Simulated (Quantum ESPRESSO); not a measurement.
CdO₂: relaxation of cell and atoms (part 2 of 3)

Continued. System: CdO₂ (3 atoms in the cell). Method: Kohn-Sham DFT of a periodic cell, PBEsol, GBRV 1.5 PBEsol, no spin polarisation (Quantum ESPRESSO 7.5); cutoff 707.5 eV, 9×9×7 k-mesh, fermi-dirac of 0.05 eV. The structure derives from a Materials Project entry.

Geometry of the input (Å; fractional positions):
```
3.4762  0.0000  0.0000
-1.7381  3.0105  0.0000
0.0000  0.0000  4.1481
Cd 0.0000  0.0000  0.0000
O  0.3333  0.6667  0.2442
O  0.6667  0.3333  0.7558
```

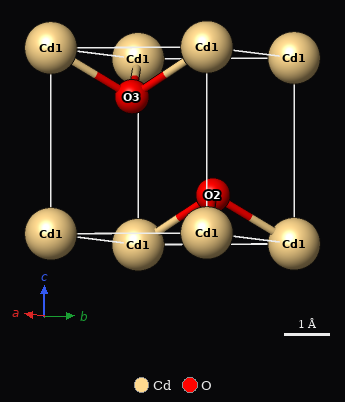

*The input geometry (ball-and-stick view of the cell of the calculation, seen at an oblique angle; atoms are numbered from 1 in the order of the input). An atom can appear more than once, as a periodic image.*

Output, continued
```
          k = 0.1111 0.1925 0.2394 (  1862 PWs)   bands (ev):

   -11.9596 -11.1838  -2.3205  -2.2452  -1.8329  -1.6012  -1.5462   2.1306
     3.1078   3.4535   4.1122   4.4178   4.9210  10.0265  13.1317  16.6521
    18.4108  19.3315  21.6865

          k = 0.1111 0.1925 0.3592 (  1871 PWs)   bands (ev):

   -11.8197 -11.3314  -2.3196  -2.2659  -1.7789  -1.6104  -1.5431   2.0845
     3.1080   3.6338   3.9236   4.3386   4.9033  10.6310  12.3274  16.9258
    18.4829  19.4965  22.0345

          k = 0.1111 0.3208 0.0000 (  1853 PWs)   bands (ev):

   -11.9132 -11.1353  -2.1757  -1.9692  -1.7872  -1.5798  -1.5171   1.7035
     2.7940   2.8689   3.9577   4.6300   4.8717  10.4614  15.0543  15.3731
    18.3632  18.7918  20.3060

          k = 0.1111 0.3208 0.1197 (  1857 PWs)   bands (ev):

   -11.8846 -11.1592  -2.1852  -2.0322  -1.7354  -1.6100  -1.5036   1.6497
     2.7912   3.1367   4.0714   4.2830   4.8894  10.5537  14.7554  15.3736
    17.9030  19.3336  20.8664

          k = 0.1111 0.3208 0.2394 (  1859 PWs)   bands (ev):

   -11.7940 -11.2443  -2.1912  -2.0870  -1.7147  -1.6141  -1.4909   1.6211
     2.8237   3.3339   3.9808   4.1161   4.9106  10.8495  13.7705  15.7219
    17.9444  19.3752  21.5307

          k = 0.1111 0.3208 0.3592 (  1862 PWs)   bands (ev):

   -11.6770 -11.3592  -2.1930  -2.1017  -1.7282  -1.5971  -1.4791   1.6402
     2.7397   3.3144   3.9630   4.1678   4.9163  11.2629  12.8900  16.0886
    18.1072  19.1763  21.6452

          k = 0.1111 0.4491 0.0000 (  1842 PWs)   bands (ev):

   -11.6813 -11.2837  -2.0789  -1.9928  -1.6282  -1.4475  -1.3553   1.2661
     2.5408   2.7554   3.4612   4.5843   4.8782  11.5059  14.2798  16.4816
    17.8587  18.4958  19.8898

          k = 0.1111 0.4491 0.1197 (  1851 PWs)   bands (ev):

   -11.6774 -11.2782  -2.0914  -2.0390  -1.5966  -1.4716  -1.3606   1.2711
     2.5348   2.8122   3.6509   4.3533   4.9047  11.5089  14.3967  15.8178
    17.3925  19.4925  20.4299

          k = 0.1111 0.4491 0.2394 (  1855 PWs)   bands (ev):

   -11.6324 -11.3079  -2.1087  -2.0992  -1.5408  -1.4884  -1.3636   1.3112
     2.4322   2.7190   3.8742   4.3002   4.9228  11.6425  14.0150  15.3335
    17.6139  19.2435  21.3258

          k = 0.1111 0.4491 0.3592 (  1855 PWs)   bands (ev):

   -11.5602 -11.3706  -2.1418  -2.1056  -1.5359  -1.4406  -1.3703   1.3925
     2.0878   2.8104   3.8199   4.5387   4.9042  11.8942  13.2495  15.6215
    17.7939  18.8848  21.2369

          k = 0.1111 0.5774 0.0000 (  1848 PWs)   bands (ev):

   -11.5261 -11.4027  -2.0505  -2.0384  -1.5737  -1.3861  -1.2382   1.1172
     2.5542   2.5860   3.2850   4.5221   4.9024  11.9800  13.9251  17.1030
    17.5628  18.3651  19.6938

          k = 0.1111 0.5774 0.1197 (  1847 PWs)   bands (ev):

   -11.5204 -11.4006  -2.0799  -2.0444  -1.5464  -1.3882  -1.2324   1.1449
     2.3537   2.5540   3.4574   4.5430   4.9261  12.0051  13.9714  16.1740
    17.2412  19.5275  20.2048

          k = 0.1111 0.5774 0.2394 (  1845 PWs)   bands (ev):

   -11.5073 -11.3962  -2.1326  -2.0716  -1.4835  -1.3928  -1.2169   1.2197
     1.9795   2.5478   3.7245   4.5297   4.9981  12.0903  13.7820  15.3870
    17.5376  19.1034  21.2165

          k = 0.1111 0.5774 0.3592 (  1852 PWs)   bands (ev):

   -11.4965 -11.3930  -2.1727  -2.0965  -1.4306  -1.3988  -1.2006   1.3553
     1.6155   2.6511   3.7417   4.6926   4.9507  12.2247  13.2723  15.5094
    17.7006  18.7415  21.0450

          k = 0.2222 0.3849 0.0000 (  1835 PWs)   bands (ev):

   -11.7161 -11.2535  -2.0572  -1.8610  -1.7300  -1.4619  -1.4592   1.1834
     2.6024   2.8653   3.9826   4.2431   4.6826  11.4091  14.6979  16.2992
    17.4467  18.4904  20.5197

          k = 0.2222 0.3849 0.1197 (  1848 PWs)   bands (ev):

   -11.6917 -11.2724  -2.0619  -1.8865  -1.7157  -1.4902  -1.4291   1.2438
     2.3785   3.0475   3.8038   4.2566   4.8426  11.4651  14.8571  15.6048
    17.0469  19.4954  20.6565

          k = 0.2222 0.3849 0.2394 (  1864 PWs)   bands (ev):

   -11.6255 -11.3261  -2.0713  -1.9374  -1.6960  -1.5020  -1.4078   1.3745
     2.2118   2.9720   3.6663   4.3292   5.0458  11.6460  14.3032  15.2875
    17.2703  19.2948  21.0687

          k = 0.2222 0.3849 0.3592 (  1853 PWs)   bands (ev):

   -11.5414 -11.4003  -2.0762  -1.9777  -1.6877  -1.4993  -1.3977   1.4586
     2.2203   2.8116   3.4735   4.5600   5.0943  11.9195  13.3968  15.7255
    17.5376  18.8172  20.6929

          k = 0.2222 0.5132 0.0000 (  1842 PWs)   bands (ev):

   -11.5413 -11.3703  -1.9708  -1.8930  -1.5985  -1.4501  -1.3718   0.8479
     2.7115   2.9077   3.5605   4.2851   4.4539  12.0344  14.5887  16.3777
    17.6246  18.2629  20.4267

          k = 0.2222 0.5132 0.1197 (  1842 PWs)   bands (ev):

   -11.5379 -11.3664  -1.9730  -1.9216  -1.5713  -1.4672  -1.3590   0.9266
     2.5254   2.7768   3.6625   4.1877   4.7077  12.0679  14.7242  16.0932
    16.5090  19.8463  20.3468

          k = 0.2222 0.5132 0.2394 (  1850 PWs)   bands (ev):

   -11.5136 -11.3753  -1.9834  -1.9646  -1.5354  -1.4653  -1.3447   1.1262
     2.2902   2.4551   3.4350   4.5376   4.9741  12.2036  14.5090  15.3128
    16.8393  19.1719  20.5015

          k = 0.2222 0.5132 0.3592 (  1849 PWs)   bands (ev):

   -11.4772 -11.3998  -2.0048  -1.9799  -1.5327  -1.4295  -1.3397   1.3385
     2.0318   2.3528   3.1560   4.8712   5.0856  12.4146  13.7270  15.6596
    17.1665  18.5087  19.9766

          k = 0.3333 0.5774 0.0000 (  1830 PWs)   bands (ev):

   -11.4444 -11.4444  -1.8644  -1.8644  -1.5358  -1.4754  -1.4754   0.6704
     3.0009   3.0009   3.5155   4.1529   4.1529  12.2020  15.4100  15.4100
    17.9091  18.1597  21.1273

          k = 0.3333 0.5774 0.1197 (  1842 PWs)   bands (ev):

   -11.4411 -11.4411  -1.8737  -1.8737  -1.5191  -1.4697  -1.4697   0.7626
     2.7703   2.7703   3.3851   4.4080   4.4080  12.2598  15.5329  15.5329
    16.1898  20.2627  20.5518

          k = 0.3333 0.5774 0.2394 (  1866 PWs)   bands (ev):

   -11.4338 -11.4338  -1.8932  -1.8932  -1.4828  -1.4586  -1.4586   1.0166
     2.4196   2.4196   3.0458   4.8137   4.8137  12.4285  14.8167  15.8606
    15.8606  19.6365  19.6365

          k = 0.3333 0.5774 0.3592 (  1848 PWs)   bands (ev):

   -11.4279 -11.4279  -1.9074  -1.9074  -1.4541  -1.4509  -1.4509   1.3119
     2.2086   2.2086   2.6828   5.0694   5.0694  12.6559  13.9860  16.2128
    16.2128  18.9612  18.9612

          k = 0.0000 0.1283-0.1197 (  1869 PWs)   bands (ev):

   -12.2008 -10.9844  -2.4203  -2.3840  -2.0204  -1.5456  -1.5323   2.5131
     3.3895   3.5126   4.3304   4.7755   4.8994   8.7781  13.2770  17.4256
    18.3785  19.2475  22.0782

          k = 0.0000 0.1283-0.2394 (  1857 PWs)   bands (ev):

   -12.0671 -11.1391  -2.4140  -2.3974  -1.9068  -1.5549  -1.5421   2.5316
     3.2826   3.4608   4.2101   4.5952   4.9727   9.4807  12.6725  17.6031
    18.3936  19.6039  21.9406

          k = 0.0000 0.1283-0.3592 (  1871 PWs)   bands (ev):

   -11.9161 -11.3063  -2.4150  -2.4016  -1.8183  -1.5636  -1.5475   2.5284
     3.2131   3.4905   3.9341   4.6806   4.9501  10.2362  11.9236  17.7463
    18.4821  20.0726  22.2035

          k = 0.0000 0.2566-0.1197 (  1874 PWs)   bands (ev):

   -12.0190 -11.0944  -2.2698  -2.1058  -1.8912  -1.5943  -1.5438   2.2132
     2.7601   3.1541   3.8369   4.9465   4.9950   9.8103  14.1135  15.9838
    18.7411  18.7867  20.9403

          k = 0.0000 0.2566-0.2394 (  1868 PWs)   bands (ev):

   -11.9001 -11.2189  -2.2706  -2.1521  -1.8199  -1.5888  -1.5532   2.1480
     2.7672   3.1924   3.8828   4.7870   4.9712  10.2781  13.2856  16.2873
    18.7017  18.8353  21.5771

          k = 0.0000 0.2566-0.3592 (  1873 PWs)   bands (ev):

   -11.7690 -11.3519  -2.2826  -2.1962  -1.7777  -1.5795  -1.5551   1.9978
     2.9392   3.3185   4.0251   4.5159   4.8428  10.8220  12.4563  16.5897
    18.7722  18.9668  22.3468

          k = 0.0000 0.3849-0.1197 (  1861 PWs)   bands (ev):

   -11.7765 -11.2420  -2.1413  -2.0077  -1.6728  -1.4816  -1.4670   1.6801
     2.3852   2.7580   3.4604   4.9373   5.0592  10.9792  14.4120  15.4445
    18.1446  19.1047  20.4186

          k = 0.0000 0.3849-0.2394 (  1859 PWs)   bands (ev):

   -11.6802 -11.3296  -2.1573  -2.0530  -1.6404  -1.4858  -1.4552   1.7221
     2.1151   2.8765   3.6723   4.9290   4.9460  11.2346  13.6795  15.4367
    18.1501  19.0354  21.6034

          k = 0.0000 0.3849-0.3592 (  1854 PWs)   bands (ev):

   -11.5873 -11.4112  -2.1806  -2.1187  -1.6097  -1.4838  -1.4662   1.6352
     2.1441   3.0542   4.0105   4.6652   4.7623  11.5380  12.8926  15.7774
    18.1689  19.0637  22.4010

          k = 0.0000 0.5132-0.1197 (  1852 PWs)   bands (ev):

   -11.5543 -11.3908  -2.1026  -2.0991  -1.5561  -1.3715  -1.2094   1.3401
     2.2229   2.4972   3.3304   4.7799   5.0765  11.8359  13.7450  16.0622
    17.6871  19.3075  20.2168

          k = 0.0000 0.5132-0.2394 (  1852 PWs)   bands (ev):

   -11.4924 -11.4359  -2.1588  -2.1302  -1.4909  -1.3732  -1.1943   1.3319
     1.8358   2.6662   3.6540   4.8601   4.9071  11.9351  13.4925  15.3813
    17.8199  19.2490  21.5294

          k = 0.0000 0.5132-0.3592 (  1845 PWs)   bands (ev):

   -11.4913 -11.4211  -2.2175  -2.1558  -1.4361  -1.3728  -1.2036   1.4387
     1.5125   2.8473   4.0323   4.7220   4.7242  12.0469  13.0163  15.4988
    17.7921  19.2336  21.9339

          k =-0.1111 0.3208-0.1197 (  1857 PWs)   bands (ev):

   -11.8711 -11.1776  -2.1710  -1.9580  -1.8020  -1.5655  -1.5184   1.7628
     2.5231   3.0593   3.7510   4.7372   4.9637  10.5832  14.7263  15.3585
    17.9204  19.2456  20.7471

          k =-0.1111 0.3208-0.2394 (  1859 PWs)   bands (ev):

   -11.7700 -11.2744  -2.1769  -2.0124  -1.7702  -1.5761  -1.4975   1.7748
     2.4348   3.1644   3.7965   4.5199   5.0609  10.9007  13.7326  15.6969
    17.9403  19.2542  21.5346

          k =-0.1111 0.3208-0.3592 (  1862 PWs)   bands (ev):

   -11.6572 -11.3816  -2.1880  -2.0708  -1.7450  -1.5868  -1.4795   1.7082
     2.5457   3.2253   3.9935   4.2586   4.9929  11.2998  12.8619  16.0757
    18.0976  19.1264  21.7421

          k =-0.1111 0.4491-0.1197 (  1851 PWs)   bands (ev):

   -11.6411 -11.3206  -2.0888  -1.9878  -1.6210  -1.4312  -1.3449   1.3189
     2.2385   2.8092   3.4354   4.7372   4.9312  11.5947  14.2618  15.8200
    17.4508  19.3693  20.3842

          k =-0.1111 0.4491-0.2394 (  1855 PWs)   bands (ev):

   -11.5666 -11.3814  -2.1186  -2.0242  -1.5894  -1.4153  -1.3440   1.4344
     1.9285   2.7725   3.6808   4.5853   5.0837  11.7587  13.8708  15.3280
    17.6295  19.1436  21.4193

          k =-0.1111 0.4491-0.3592 (  1855 PWs)   bands (ev):

   -11.4996 -11.4346  -2.1451  -2.0739  -1.5579  -1.4009  -1.3668   1.5018
     1.8225   2.8135   3.8083   4.5509   5.0220  11.9606  13.1909  15.5965
    17.7958  18.8530  21.2929

          k =-0.2222 0.5132-0.1197 (  1842 PWs)   bands (ev):

   -11.5212 -11.3842  -1.9880  -1.8919  -1.5947  -1.4311  -1.3682   0.9271
     2.4144   2.8834   3.5121   4.3501   4.6863  12.0907  14.6737  16.1184
    16.5132  19.7808  20.3695

          k =-0.2222 0.5132-0.2394 (  1850 PWs)   bands (ev):

   -11.4832 -11.4071  -2.0128  -1.9184  -1.5712  -1.4134  -1.3535   1.1415
     2.0813   2.6100   3.4020   4.5527   5.0127  12.2341  14.4460  15.3397
    16.8390  19.1578  20.5087

          k =-0.2222 0.5132-0.3592 (  1849 PWs)   bands (ev):

   -11.4417 -11.4360  -2.0225  -1.9551  -1.5479  -1.4063  -1.3437   1.3692
     1.8947   2.4428   3.1508   4.8458   5.1241  12.4312  13.7109  15.6535
    17.1665  18.5102  19.9767

     the Fermi energy is     4.7603 ev

!    total energy              =    -178.62657071 Ry
     estimated scf accuracy    <          3.2E-10 Ry
     smearing contrib. (-TS)   =      -0.00292629 Ry
     internal energy E=F+TS    =    -178.62364442 Ry

     The total energy is F=E-TS. E is the sum of the following terms:
     one-electron contribution =     -48.08653107 Ry
     hartree contribution      =      42.29718548 Ry
     xc contribution           =     -52.94370812 Ry
     ewald contribution        =    -119.89059071 Ry

     convergence has been achieved in  10 iterations

     negative rho (up, down):  2.111E-02 0.000E+00

     Forces acting on atoms (cartesian axes, Ry/au):

     atom    1 type  1   force =     0.00000000    0.00000000    0.00000000
     atom    2 type  2   force =    -0.00000000   -0.00000000   -0.01060972
     atom    3 type  2   force =     0.00000000    0.00000000    0.01060972

     Total force =     0.015004     Total SCF correction =     0.000005

     Computing stress (Cartesian axis) and pressure

     negative rho (up, down):  2.111E-02 0.000E+00
          total   stress  (Ry/bohr**3)                   (kbar)     P=     -107.89
  -0.00077101  -0.00000000   0.00000000         -113.42       -0.00        0.00
  -0.00000000  -0.00077101   0.00000000           -0.00     -113.42        0.00
   0.00000000   0.00000000  -0.00065832            0.00        0.00      -96.84

     BFGS Geometry Optimization
     Energy error            =      2.1E-01 Ry
     Gradient error          =      1.1E-02 Ry/Bohr
     Cell gradient error     =      4.1E+02 kbar

     number of scf cycles    =   1
     number of bfgs steps    =   0

     enthalpy           new  =    -178.0291442879 Ry

     new trust radius        =       0.2405073683 bohr
     new conv_thr            =       0.0000000006 Ry

     new unit-cell volume =    236.15143 a.u.^3 (    34.99403 Ang^3 )
     density =      6.85265 g/cm^3

CELL_PARAMETERS (alat=  6.56912185)
   0.929740836  -0.000000000   0.000000000
  -0.464870418   0.805179183   0.000000000
   0.000000000   0.000000000   1.112792460

ATOMIC_POSITIONS (alat)
Cd              -0.0000000000        0.0000000000        0.0000000000
O               -0.0000000001        0.5367861220        0.2702588968
O                0.4648704181        0.2683930609        0.8425335635

     NEW-OLD atomic charge density approx. for the potential
     New effective cutoffs (rho, wfc):  478.50   60.15

     negative rho (up, down):  2.081E-02 0.000E+00

     Self-consistent Calculation

[... 76 further cycles ...]
     iteration #  2     ecut=    52.00 Ry     beta= 0.50
     Davidson diagonalization with overlap
     ethr =  1.18E-03,  avg # of iterations =  2.0

     negative rho (up, down):  2.163E-02 0.000E+00

     total energy              =    -178.58780898 Ry
     estimated scf accuracy    <       0.16506840 Ry

     iteration #  3     ecut=    52.00 Ry     beta= 0.50
     Davidson diagonalization with overlap
     ethr =  6.88E-04,  avg # of iterations =  1.2

     negative rho (up, down):  2.199E-02 0.000E+00

     total energy              =    -178.61184985 Ry
     estimated scf accuracy    <       0.00314573 Ry

     iteration #  4     ecut=    52.00 Ry     beta= 0.50
     Davidson diagonalization with overlap
     ethr =  1.31E-05,  avg # of iterations =  2.1

     negative rho (up, down):  2.199E-02 0.000E+00

     total energy              =    -178.61262599 Ry
     estimated scf accuracy    <       0.00093554 Ry

     iteration #  5     ecut=    52.00 Ry     beta= 0.50
     Davidson diagonalization with overlap
     ethr =  3.90E-06,  avg # of iterations =  1.1

     negative rho (up, down):  2.199E-02 0.000E+00

     total energy              =    -178.61271188 Ry
     estimated scf accuracy    <       0.00004295 Ry

     iteration #  6     ecut=    52.00 Ry     beta= 0.50
     Davidson diagonalization with overlap
     ethr =  1.79E-07,  avg # of iterations =  2.0

     negative rho (up, down):  2.199E-02 0.000E+00

     total energy              =    -178.61272467 Ry
     estimated scf accuracy    <       0.00000280 Ry

     iteration #  7     ecut=    52.00 Ry     beta= 0.50
     Davidson diagonalization with overlap
     ethr =  1.17E-08,  avg # of iterations =  3.2

     negative rho (up, down):  2.199E-02 0.000E+00

     total energy              =    -178.61272519 Ry
     estimated scf accuracy    <       0.00000016 Ry

     iteration #  8     ecut=    52.00 Ry     beta= 0.50
     Davidson diagonalization with overlap
     ethr =  6.47E-10,  avg # of iterations =  3.9

     negative rho (up, down):  2.199E-02 0.000E+00

     total energy              =    -178.61272531 Ry
     estimated scf accuracy    <          1.8E-09 Ry

     iteration #  9     ecut=    52.00 Ry     beta= 0.50
     Davidson diagonalization with overlap
     ethr =  7.60E-12,  avg # of iterations =  4.8

     negative rho (up, down):  2.199E-02 0.000E+00

     total energy              =    -178.61272531 Ry
     estimated scf accuracy    <          5.0E-10 Ry

     iteration # 10     ecut=    52.00 Ry     beta= 0.50
     Davidson diagonalization with overlap
     ethr =  2.08E-12,  avg # of iterations =  1.4

     negative rho (up, down):  2.199E-02 0.000E+00

     total energy              =    -178.61272531 Ry
     estimated scf accuracy    <          1.1E-11 Ry

     iteration # 11     ecut=    52.00 Ry     beta= 0.50
     Davidson diagonalization with overlap
     ethr =  1.00E-13,  avg # of iterations =  4.1

     negative rho (up, down):  2.199E-02 0.000E+00

     End of self-consistent calculation

          k = 0.0000 0.0000 0.0000 (  1207 PWs)   bands (ev):

    -8.3818  -4.4154   2.6584   2.6584   2.8545   4.4332   4.4332   8.7256
     9.8825   9.8825  10.3927  10.3927  11.0328  15.3042  21.1360  25.5175
    25.5175  28.9976  33.9854

          k =-0.0000-0.0000 0.1567 (  1220 PWs)   bands (ev):

    -8.2187  -4.6244   2.7015   2.7015   3.0617   4.3712   4.3712   8.5724
     9.4166   9.4166  10.5130  10.9158  10.9158  15.8963  21.3893  25.5712
    25.5712  28.5720  32.6473

          k =-0.0000-0.0000 0.3133 (  1244 PWs)   bands (ev):

    -7.7605  -5.1857   2.7928   2.7928   3.5805   4.2544   4.2544   8.3143
     8.8833   8.8833   9.4742  11.5632  11.5632  17.1580  21.3514  25.7936
    25.7936  28.4200  30.6695

          k =-0.0000-0.0000 0.4700 (  1256 PWs)   bands (ev):

    -7.1509  -5.8783   2.8572   2.8572   4.0832   4.1877   4.1877   8.2239
     8.5558   8.5558   8.6008  11.9678  11.9678  18.5402  20.3030  26.1688
    26.1688  29.2553  29.2554

          k =-0.0000 0.1370-0.0000 (  1225 PWs)   bands (ev):

    -8.2559  -4.5832   2.7637   2.9093   2.9659   4.3834   4.4099   8.5878
     8.9494   9.2303  10.2301  10.9469  11.5185  15.9227  21.5107  24.5902
    25.8096  29.8856  32.5115

          k =-0.0000 0.1370 0.1567 (  1227 PWs)   bands (ev):

    -8.1018  -4.7503   2.7393   2.8061   3.3056   4.2727   4.3763   8.0746
     8.8378   9.8966  10.2716  10.7250  11.2367  16.4070  21.6981  24.4479
    26.2074  29.0711  31.6128

          k =-0.0000 0.1370 0.3133 (  1230 PWs)   bands (ev):

    -7.6688  -5.2300   2.7849   2.8556   3.7149   4.1432   4.2732   7.6617
     8.7515   9.4181   9.9349  10.8463  11.6305  17.4296  21.4779  24.7717
    26.6133  28.2891  29.8945

          k =-0.0000 0.1370 0.4700 (  1256 PWs)   bands (ev):
```
